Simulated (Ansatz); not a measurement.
# Field-gradient calculation, with input and output: AlN

AlN (4 atoms in the cell), computed with DFT, PBEsol, all-electron PAW with datasets made for the crystal, scalar-relativistic, no spin polarisation (Ansatz 0.2.0).

The structure derives from an entry of the Crystallography Open Database. It belongs to a series of runs on one base structure; here: equal xy, yz and zx shear strains of -3 %, crystal datasets. Figures and captions count atoms from 1; the log counts them from 0 in places.

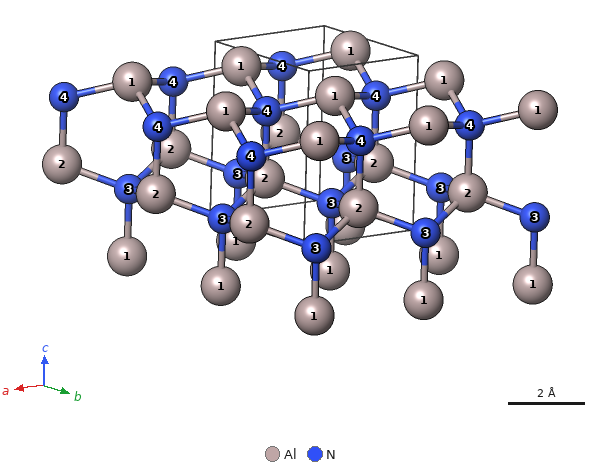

Fig. 1: The structure as given in the input (ball-and-stick view of the cell of the calculation, repeated 3 × 3 × 1, seen at an oblique angle; atoms are numbered from 1 in the order of the input). An atom can appear more than once, as a periodic image. Near neighbours in the periodic cell (some may lie outside the picture): Al has 4 N at 1.84 to 1.92 Å; N has 4 Al at 1.84 to 1.92 Å.

**Summary**

| quantity | value |
| --- | --- |
| outcome | converged |
| space group (tolerance 0.01 Å) | P1 (1) |
| electrons in bands (core shells apart) | 16 |
| free energy | −16164.2128 eV |
| Fermi energy | 10.725 eV |
| gap on the k-point mesh | 4.01 eV |
| pressure | 0.70 GPa |
| field gradient V_zz (10²¹ V/m²) | Al −1.07, Al 0.96, N −0.62, N −0.74 |
| largest force (length of the vector) | 0.623 eV/Å |
| hardware | 1 thread of Intel Xeon (Granite Rapids), 64 GiB of memory available, shared host |
| wall time | 35 s |
| peak memory | 1.4 GiB |

**Input file**
```yaml
crystal:
  lattice:
    - [3.1110021516, -0.0466650323, -0.0466650323]
    - [-1.5959141792, 2.7175394106, -0.0170805873]
    - [-0.07467, -0.07467, 4.978]
  atoms:
    - { symbol: Al, position: [0.3333333333, 0.6666666667, 0.0] }
    - { symbol: Al, position: [0.6666666667, 0.3333333333, 0.5] }
    - { symbol: "N", position: [0.3333333333, 0.6666666667, 0.385] }
    - { symbol: "N", position: [0.6666666667, 0.3333333333, 0.885] }
kpoints:
  mp_grid: { grid: [11, 11, 6] }
scf:
  occupations: { method: fermi_dirac, width: 0.02 }
hamiltonian:
  xc: pbesol
  pseudopotentials: { kind: all_electron, datasets: crystal }
output:
  forces: true
  stress: true
  eigenvalues: true
  efg: { contact_densities: true }
```

Run as:
```bash
ansatz run input.yaml --threads 1 --pin off --max-ram 6144MiB --backend cpu --events-out ev --progress --plain --runs-dir out
```

**What the program printed**
```
hamiltonian.pseudopotentials.datasets: crystal makes datasets for this crystal and solves the spheres of its atoms anew in each pass: cutoff 380.0 eV, the density's 1900.0 eV; recipe ec101c8aaede.33, for an error of 0.50 meV an atom under PBE, 2.0 meV for the cell; an energy difference from a run of another recipe may be off by several times the error for the cell, under r2SCAN by more, where some 0.1 meV an atom stays at smaller errors; N in spheres of 0.974 Å, 5 of its electrons in bands; Al in spheres of 0.863 Å, 3 of its electrons in bands, 8 on its site; only band paths and densities of states list, in semicore columns, the levels of the semicore shells that are solved separately: 2s of Al, 2p of Al
Engine: ansatz 0.2.0, x86_64-unknown-linux-gnu
Pseudopotentials: kind: all_electron
Pseudopotential: Al, paw, valence charge 11, recommended cutoff 380 eV (normal), crystal/all_electron/pbesol/scalar/gaussian/Al, Koelling and Harmon's equation, gaussian nucleus
Pseudopotential: N, paw, valence charge 5, recommended cutoff 380 eV (normal), crystal/all_electron/pbesol/scalar/gaussian/N, Koelling and Harmon's equation, gaussian nucleus
Functional definition: PBEsol
  exchange = pbesol_x
  correlation = pbesol_c
Crystal: 4 atoms, lattice volume = 41.696 Å³
Basis set: ecut = 380 eV, 687 PW (Γ), exchange–correlation on 48×48×72 points (8 copies of the dense FFT grid, shifted against one another)
Bands: 12, of which v1, the nominal top of the filled ones, is band 8 counted from 1 (7 counted from 0)
Symmetry: 1 space group operations
Space group: P1 (ITA 1), of the structure as read, at distance tolerance 3.5e-5 Å
k-points: 364 of 726 (time reversal used)
Non-local potential: Al, projectors of the file, l = 0: 1, l = 1: 1
Non-local potential: N, projectors of the file, l = 0: 1, l = 1: 2
PAW form: soft (Blöchl's): semilocal exchange-correlation on the pseudo side does not see the compensation charge
PAW one-centre angular grid: Al, 110 points (default); XC on its mesh's 1849 points in the sphere
PAW one-centre angular grid: N, 110 points (default); XC on its mesh's 1947 points in the sphere
Initial density: superposition of atomic densities (neutral atoms: chi_scale 0, normalization atom)
Initial wavefunctions: pseudopotential atomic-orbital guess
Functional: x = pbesol(κ = 0.804, μ = 0.12345679012345678), c = pbesol(β = 0.046)
iter 1 solved again at ethr=9.44e-2 eV; its pass at ethr=1.00e-1 eV (dr2=1.51e1 eV) is discarded
SCF iter   1: F=—  HF=-16168.346675 eV  |F-HF|=—  |Δ(HF+E_count)|=         —  Δρ=1.78e-1  dr2=1.51e1  ethr=9.44e-2  ⟨swp⟩=2.0  Hψ=26992  notcnv=0
preconditioner: auto → none  [insulator: Δε(μ)=5.592 eV  Ē_g=14.511 eV  σ=0.020 eV  W_gap=1.00  n_scr=4 (ndim 8)  ℏωp=23.0 eV  f_vac=0.000  D(μ)=0.00/eV (n_scr^D=0)  ε∞_Penn≈3.5]
SCF iter   2: F=—  HF=-16164.772011 eV  |F-HF|=—  |Δ(HF+E_count)|=    3.57e0  Δρ=8.84e-2  dr2=1.98e0  ethr=9.43e-2  ⟨swp⟩=3.5  Hψ=12864  notcnv=0
iter 3 solved again at ethr=7.07e-4 eV; its pass at ethr=1.24e-2 eV (dr2=1.13e-1 eV) is discarded
SCF iter   3: F=—  HF=-16164.209040 eV  |F-HF|=—  |Δ(HF+E_count)|=   5.63e-1  Δρ=2.25e-2  dr2=1.12e-1  ethr=7.07e-4  ⟨swp⟩=2.5  Hψ=20437  notcnv=0  defer=65
SCF iter   4: F=—  HF=-16164.212490 eV  |F-HF|=—  |Δ(HF+E_count)|=   3.45e-3  Δρ=3.17e-3  dr2=3.16e-3  ethr=6.98e-4  ⟨swp⟩=2.1  Hψ=8764  notcnv=0  defer=17
SCF iter   5: F=—  HF=-16164.212843 eV  |F-HF|=—  |Δ(HF+E_count)|=   3.53e-4  Δρ=7.87e-4  dr2=1.80e-4  ethr=1.97e-5  ⟨swp⟩=3.9  Hψ=13461  notcnv=0  defer=89
SCF iter   6: F=—  HF=-16164.212817 eV  |F-HF|=—  |Δ(HF+E_count)|=   2.59e-5  Δρ=2.07e-4  dr2=1.03e-5  ethr=1.12e-6  ⟨swp⟩=3.1  Hψ=9609  notcnv=0  defer=15
SCF iter   7: F=—  HF=-16164.212842 eV  |F-HF|=—  |Δ(HF+E_count)|=   2.58e-5  Δρ=2.48e-4  dr2=2.82e-5  ethr=6.42e-8  ⟨swp⟩=3.8  Hψ=10701  notcnv=0  defer=1
SCF iter   8: F=—  HF=-16164.212835 eV  |F-HF|=—  |Δ(HF+E_count)|=   7.10e-6  Δρ=2.12e-5  dr2=1.11e-7  ethr=6.42e-8  ⟨swp⟩=3.1  Hψ=10001  notcnv=0  defer=1
SCF iter   9: F=-16164.212835 eV  HF=-16164.212835 eV  |F-HF|=3.32e-8  |Δ(HF+E_count)|=   1.44e-8  Δρ=7.01e-6  dr2=3.82e-8  ethr=6.91e-10  ⟨swp⟩=3.0  Hψ=9596  notcnv=0
SCF 1 converged in 9 iterations: F = -16164.212836 eV  dr2 = 3.82e-8
  Residual-converged pass: ⟨swp⟩=3.9  Hψ=10665  notcnv=0  max |occ|·‖R‖ = 6.6e-6 eV (tolerance 6.7e-6 eV)  dr2=4.05e-8  dr2_onsite=5.97e-9  max |Δocc| = 0.0e0
  greatest PAW one-centre occupation: 0.694 electrons in one spin orbital (limit 2), on the N atom at site 3 (counted from 0), in its partial waves of l = 0
```

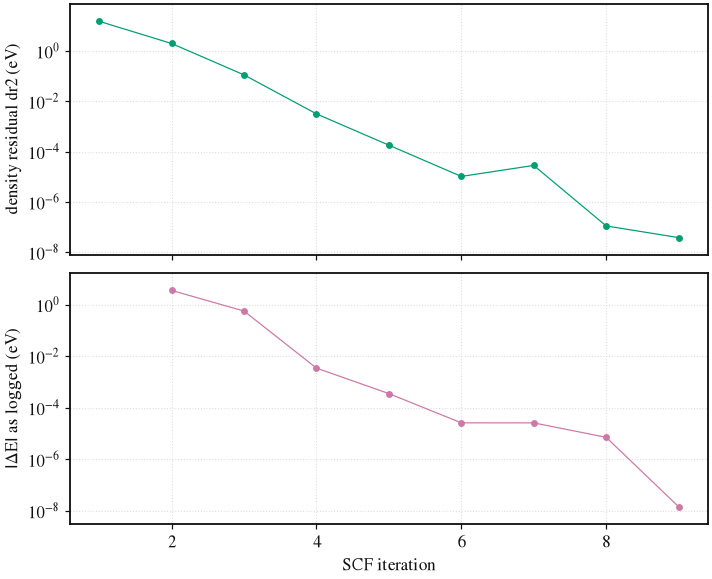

Fig. 2: Convergence of the self-consistent field: density residual dr2 and size of the energy change against the SCF iteration. The residual comes down, with one marked jump up, by a factor of about 2.5, at step 7.

```
SCF converged after 9 iterations
Free energy (F): -16164.212836 eV
Harris-Foulkes:  -16164.212836 eV  (|F-HF|=3.32e-8)
Internal energy: -16164.212836 eV  (E = F + TS)
E sigma→0 (E₀):  -16164.212836 eV
Past the cutoff: the bands carry plane waves up to 1.75 times it, of which those up to 1.5 times it add -0.000145 eV an atom, each by itself; the spheres take 0.000138 eV an atom off the energy for waves past 1.75 times it
By the cutoff:   a pressure is off by up to 0.008 GPa (1.2 times the spheres' own share and the shells' term, over an atom's volume, and 0.004 GPa: a bound that held against runs at twice the plane waves)
Past the cutoffs: a stress includes 0.0079 GPa for waves and charges beyond them, in addition to the slope of what the spheres take
In the spheres:  the bands' charges fall short by 6.1e-7 e at most (sound up to 1e-3), those of shells solved beside the bands by 3.5e-7 e (sound up to 5e-4)
Fermi energy:    10.725255 eV
--- Per-component energies (eV) ---
  E_band       = 53.565485
  E_kinetic    = 269.334789
  E_local      = -2897.110706  (includes V_loc(G=0)·N_el)
  E_nonlocal   = -8.561351
  E_hartree    = 1341.868728
  E_xc         = -201.304784
  E_vxc        = -246.492389  (∫ρ·V_xc dr)
  E_paw        = -18063.189457  (= ΣΔE_a)
  E_vpaw       = -5635.613760  (= ΣTr[D̂ρ^β])
  E_ewald      = -2493.521693
  E_smearing   = -0.000000  (= −TS)
  E_closure    = 5888.271639  (closes the sum)
  Σ components = -16164.212836   (vs F -16164.212836, Δ=0.00e0)
  The terms above E_closure are by the made datasets' own strengths, without shells solved beside the bands.
--- Forces (eV/Å), atoms counted from 1 ---
  atom   1  Al     0.49584685     0.20050408     0.21525045
  atom   2  Al    -0.12601474     0.16552366     0.18292098
  atom   3  N      0.17813413    -0.16576395    -0.17923976
  atom   4  N     -0.54796916    -0.20026626    -0.21892077
  max |Σ_I F_I| component: 1.09e-5 eV/Å
--- Stress (GPa, compression-positive) ---
        1.372214       5.315889       3.791618
        5.315889       1.356498       3.775622
        3.791618       3.775622      -0.616054
  P = ⅓ Tr σ = 0.7042 GPa (7.042 kbar)
  It holds what live shells' own plane waves past their cutoff add
--- PAW observables at the nuclei: V_zz in 10²¹ V/m², potentials from the cell's mean, atoms counted from 1 ---
  atom   1  Al V_zz =    -1.067994   η = 0.7109   by run symmetry: allowed
            electrostatic potential = -1229.794313 V   contact ρ = 10046.098982 e/Å³
  atom   2  Al V_zz =    +0.957953   η = 0.5267   by run symmetry: allowed
            electrostatic potential = -1229.787144 V   contact ρ = 10046.079114 e/Å³
  atom   3  N  V_zz =    -0.622633   η = 0.0740   by run symmetry: allowed
            electrostatic potential = -515.517605 V   contact ρ = 1402.878011 e/Å³
  atom   4  N  V_zz =    -0.739382   η = 0.0980   by run symmetry: allowed
            electrostatic potential = -515.521501 V   contact ρ = 1402.883166 e/Å³
--- Band table (eV; the first three rows and the last of 364) ---
  k-point 0: bands = ["-6.5722", "-4.3758", "2.5654", "7.6286", "7.7932", "8.2992", "8.4023", "8.7174", "12.7267", "15.1621"]
  k-point 1: bands = ["-6.4640", "-4.5898", "2.9445", "7.6685", "7.8305", "8.0293", "8.2553", "8.4274", "13.2306", "15.2274"]
  k-point 2: bands = ["-6.1502", "-5.0967", "3.9360", "6.7329", "7.7797", "7.9320", "8.1430", "8.2893", "14.1852", "15.2888"]
  k-point 363: bands = ["-4.7126", "-3.8010", "3.4090", "4.2824", "5.3065", "6.1794", "7.3791", "7.6532", "14.1467", "14.8432"]
```

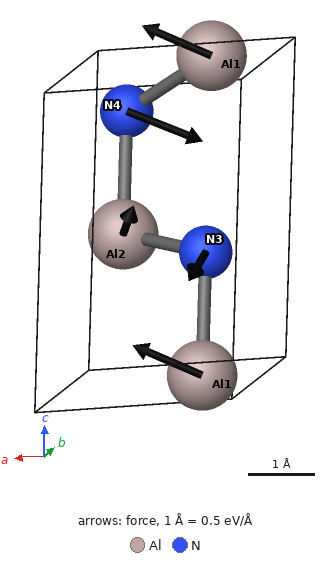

Fig. 3: Forces on the atoms as black arrows (ball-and-stick view of the cell of the calculation, seen at an oblique angle; atoms are numbered from 1 in the order of the input). The largest act on N4 (0.62 eV/Å); Al1 (0.58 eV/Å); N3 (0.30 eV/Å); Al2 (0.28 eV/Å). The geometry is not a stationary point of this energy.
